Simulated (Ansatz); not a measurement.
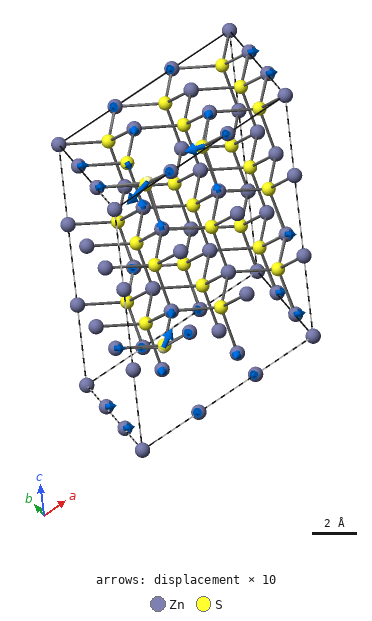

This is a relaxation of a defect cell of composition Zn₂₆S₂₇. The starting structure is drawn faded, the final one solid; blue arrows show the displacements, magnified 10 times.

Style: ball-and-stick. Shown: the cell of the calculation, reduced to other axes, slightly off an axis. Lengths and directions refer to the drawn axes.

Case: Zn vacancy (site a), charge +0, atoms relaxed at the host's cell.

These are results of DFT PBE, scalar-relativistic, plane waves, PAW in Ansatz 0.2.0, not measurements. (plane-wave cutoff 420 eV; k-point mesh 2 × 2 × 2; occupations gaussian; smearing width 0.01 eV; collinear spin; atoms relaxed in a fixed cell; force threshold 0.025 eV/Å; at most 45 steps)

Question: Describe the change and its energy.

Answer: The energy falls by 0.252 eV per cell of the calculation in 4 geometry steps. The largest force component goes from 1.1 to 0.0023 eV/Å. The atom that moves furthest is an S atom (0.15 Å along [−3 3 −2]). Largest moves by element: S 0.15 Å, Zn 0.05 Å. The lattice vectors keep their values. Some distances before and after: S–Zn 2.463 → 2.312 Å, S–Zn 2.441 → 2.311 Å, S–Zn 2.412 → 2.312 Å, S–Zn 2.257 → 2.312 Å. Among the angles between lasting bonds that change: Zn–S–Zn 103.4° → 109.2°, S–Zn–S 106.2° → 110.5°, Zn–S–Zn 105.4° → 109.2°. Cost: 4.1 min on 8 threads of Intel(R) Xeon(R) Platinum 8488C (Sapphire Rapids), with other jobs on the host, peak memory 12 GiB.
